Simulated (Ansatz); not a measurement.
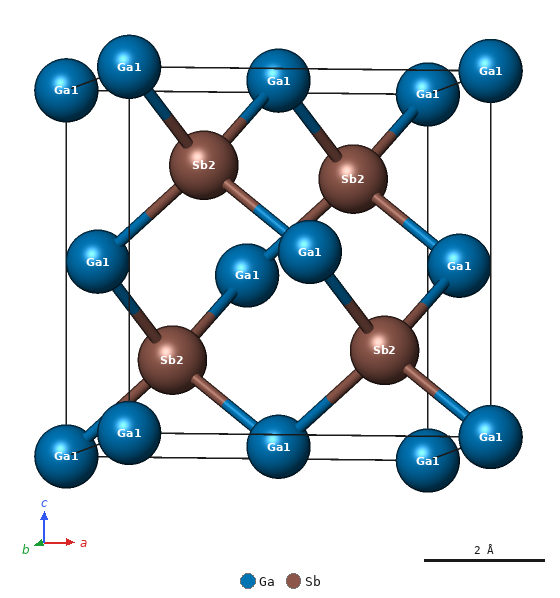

Reference structure: crystalline GaSb (built on the zincblende type) at its r2SCAN-relaxed geometry. A ball-and-stick model of the conventional cell (4 times the calculation's cell), seen from a free direction. Lengths and directions refer to the drawn axes.

All numbers below come from DFT, r2SCAN with spin-orbit coupling, plane waves, PAW in Ansatz 0.2.0. (plane-wave cutoff 500 eV; k-point mesh 8 × 8 × 8; occupations fermi dirac; smearing width 0.02 eV; spin-orbit)

Now this is done to it. All lengths are scaled by +1.0 % (volume +3.0 %). The atoms were relaxed with r2SCAN under that strain, and this is a single point on that geometry.

Predict the response.

Near-neighbour distances before and after: Ga–Sb 2.655 → 2.682 Å. The space group stays F-43m (No. 216). It costs 4.0 meV per atom. Pressure: 0.0 GPa before, −1.4 GPa after. All forces vanish by symmetry.
